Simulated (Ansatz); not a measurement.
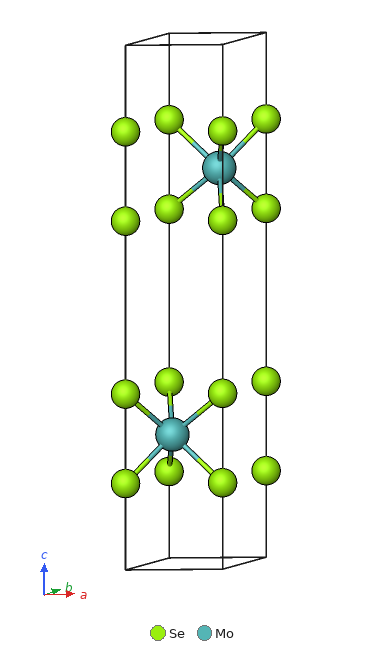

The image is a ball-and-stick drawing of a crystal, viewed from the side at a slight tilt. The wireframe shows the simulation cell.

```xyz
6
Lattice="1.7555 3.0406 0.0000 -1.7555 3.0406 0.0000 0.0000 0.0000 19.1334" Properties=species:S:1:pos:R:3 pbc="T T T"
Se    0.0000    0.0000   12.7199
Se    0.0000    0.0000   15.9802
Se    0.0000    0.0000    3.1532
Se    0.0000    0.0000    6.4135
Mo    0.0002    4.0540   14.3501
Mo   -0.0002    2.0272    4.7834
```

Method used: DFT, PAW plane waves, PBEsol (Ansatz 0.2.0). It ran with cutoff 420 eV, an 11×11×2 mesh of k-points, Fermi-Dirac smearing of 0.1 eV, no spin polarisation.

> What net charge does each kind of atom have (Bader)?

Mo +1.00 e; Se -0.50 e.

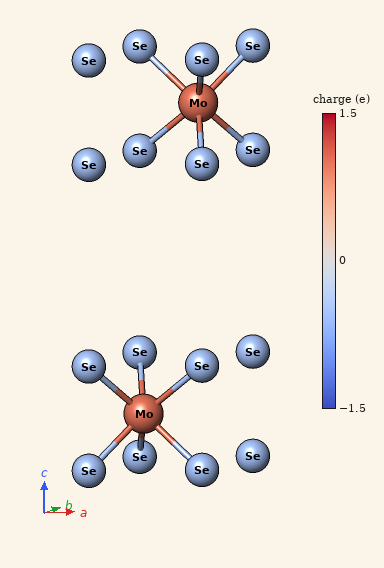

The atoms coloured by those charges.

Provenance: a generated cell, made by putting these elements into a known structure type (the compound may or may not exist in this form); not relaxed. Ansatz was used for an electronic-structure calculation on it.

At this level of theory the cell isn't at rest (stretched, at -8 GPa and forces up to 0.7 eV/Å), so its distances can differ from those at equilibrium, the more so the softer the solid.
